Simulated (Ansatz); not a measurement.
## Electronic structure of Cs2AgBiBr6 in real space

The calculation's input:

```
crystal:
  lattice:
    - [0.0, 5.6161, 5.6161]
    - [5.6161, 0.0, 5.6161]
    - [5.6161, 5.6161, 0.0]
  atoms:
    - { symbol: Bi, position: [0.0, 0.0, 0.0] }
    - { symbol: Cs, position: [0.75, 0.75, 0.75] }
    - { symbol: Cs, position: [0.25, 0.25, 0.25] }
    - { symbol: Ag, position: [0.5, 0.5, 0.5] }
    - { symbol: Br, position: [0.74945, 0.74945, 0.25055] }
    - { symbol: Br, position: [0.25055, 0.25055, 0.74945] }
    - { symbol: Br, position: [0.74945, 0.25055, 0.25055] }
    - { symbol: Br, position: [0.74945, 0.25055, 0.74945] }
    - { symbol: Br, position: [0.25055, 0.74945, 0.74945] }
    - { symbol: Br, position: [0.25055, 0.74945, 0.25055] }
hamiltonian:
  xc: pbe
  pseudopotentials: { kind: paw }
kpoints:
  mp_grid: { grid: [3, 3, 3] }
scf:
  occupations: { method: fermi_dirac, width: 0.05 }
output:
  forces: true
  stress: true
  eigenvalues: true
  write_density: true
  write_potential: true
  elf: true
  volumetric_format: npy
relax:
  f_tol: 0.01
  max_steps: 40
  cell: { stress_tol: 0.05 }
```

Launched as:

```sh
ansatz run input.yaml --threads 4 --pin off --max-ram 11264MiB --backend cpu --events-out ev --progress --plain --runs-dir out
```

Below, planes, directions and counts refer to the conventional cell (a = 11.48 Å, b = 11.48 Å, c = 11.48 Å, α = 90.00°, β = 90.00°, γ = 90.00°).

The fields are those of the relaxed geometry.

Space group Fm-3m.

Level of theory: Ansatz 0.2.0, Kohn-Sham DFT of a periodic cell, PBE, Ansatz PAW.

The density is the valence pseudo-density of a PAW calculation; it isn't the true density close to the nuclei.

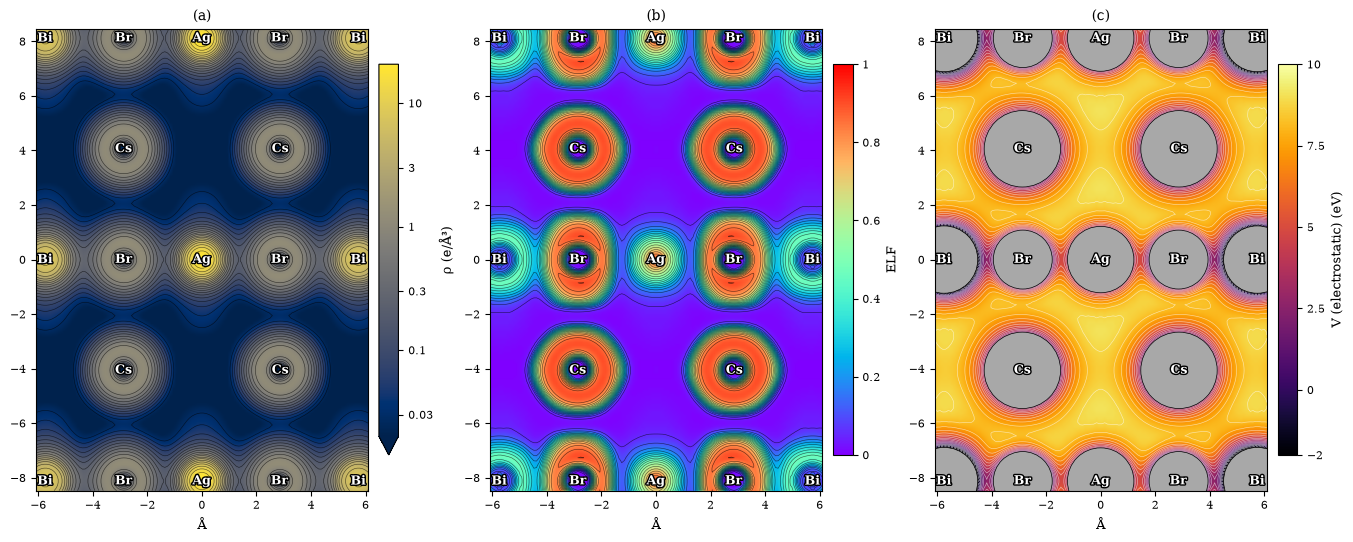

Figure 1. (a) valence electron density; (b) electron localisation function; (c) electrostatic potential (local pseudopotential plus Hartree) felt by an electron on the (110) plane of the conventional cell. Grey discs cover the atomic cores in the potential map.

Question: What do the fields say about this system?

Answer:
- The section cuts through Bi, Cs, Ag and Br sites.
- Ag–Br (2.86 Å): ρ at the midpoint is about 0.23 e/Å³; the ELF is about 0.20 at the midpoint.
- Bi–Br (2.89 Å): ρ at the midpoint is about 0.29 e/Å³; the ELF is about 0.35 at the midpoint.
- Cs–Br (4.06 Å): ρ at the midpoint is about 0.03 e/Å³; the ELF is about 0 at the midpoint (a largely ionic contact).
- Between the atoms the lowest density in this plane is 0.003 e/Å³.
- The features right at Bi, Cs and Ag lie inside the PAW spheres, where the map follows smoothed inner orbitals and isn't to be read closely.
- Outside the cores the potential energy rises away from the atoms and is highest about 2.1 Å from the nearest atoms; its zero is arbitrary.

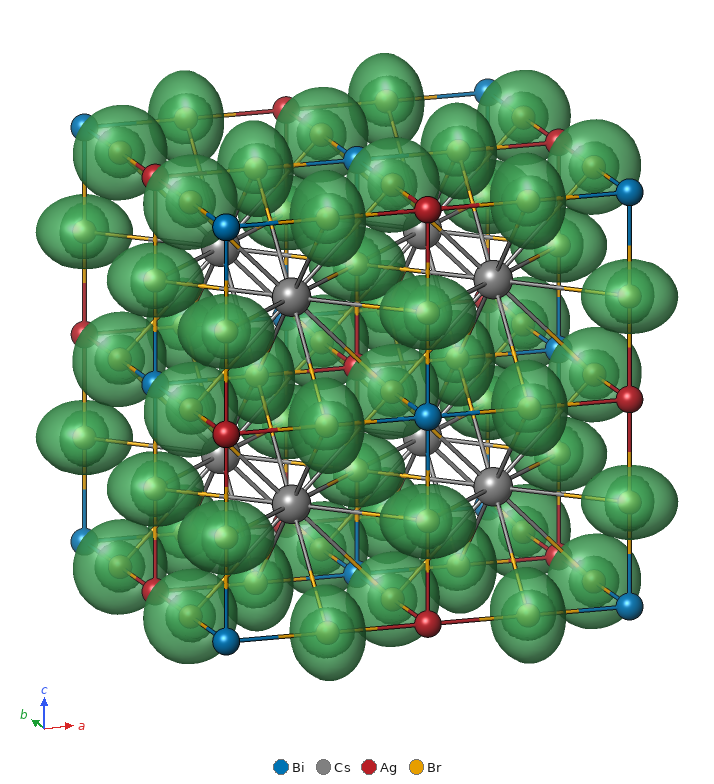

Figure 2. Isosurface of the electron localisation function at 0.8 (green), seen slightly off an axis. Core shells and regions of very low density are left out. Sticks mark near contacts.

Question: Where are the electrons localised?

Answer: The ELF exceeds this value in 24 regions wrapped around Br (the valence shell of each), counted in one cell of 40 atoms. Regions shared between cells count once.

Question: Metal or insulator at this level of theory?

Answer: It is gapped, with a Kohn–Sham gap of 1.9 eV on the k-point mesh (the band edges may lie off the mesh, which would make the gap smaller).
